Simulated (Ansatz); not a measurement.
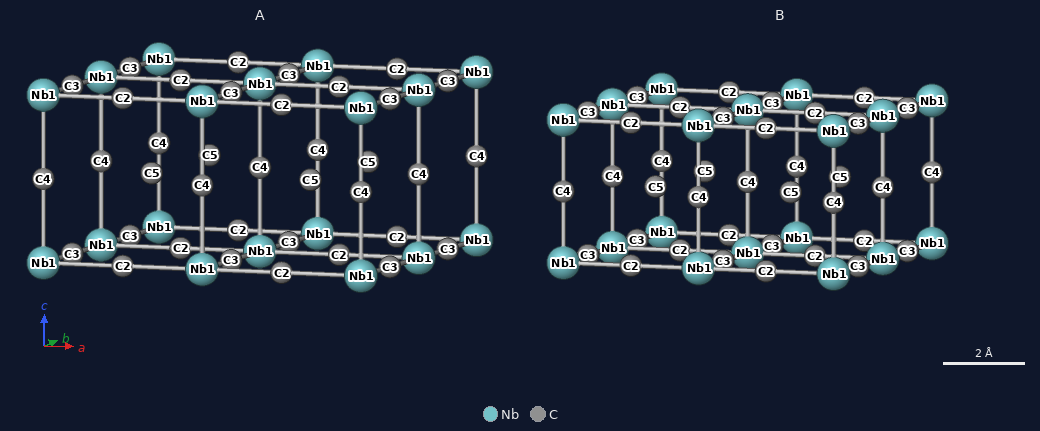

Two geometries of a crystal of NbC₄ (a generated structure, set up in Pm-3m) (coarse preliminary run), drawn at one scale. One is the start of a relaxation, the other its converged end. Style: ball-and-stick. Shown: the cell of the calculation, repeated 2 × 2 × 1 with one cell outlined, slightly off an axis.

Computed with DFT PBE, scalar-relativistic, plane waves, PAW in Ansatz. Settings: plane-wave cutoff 420 eV; k-point mesh 6 × 6 × 6; occupations gaussian; smearing width 0.1 eV; no spin polarisation; cell and atoms relaxed; force threshold 0.04 eV/Å; at most 70 steps.

### Which one is relaxed?

Structure A is the relaxed one. The atoms keep their places relative to the cell (all moves are under 0.005 Å). The drawn cell changes as follows: a = b = c 3.555 → 4.178 Å (+17.5 %); the volume changes by +62.3 %. Some distances before and after: Nb1–C2 1.778 → 2.089 Å. The space group stays Pm-3m (No. 221). The energy falls by 7.261 eV per cell of the calculation in 7 accepted moves (9 points after the start). All forces vanish by symmetry, so only the cell relaxes. The pressure goes from 115.74 to 0.03 GPa. At 2 points the geometry stayed and the basis and grid were re-selected for the new cell (energy shift of 0.339 eV per cell of the calculation at most each time).
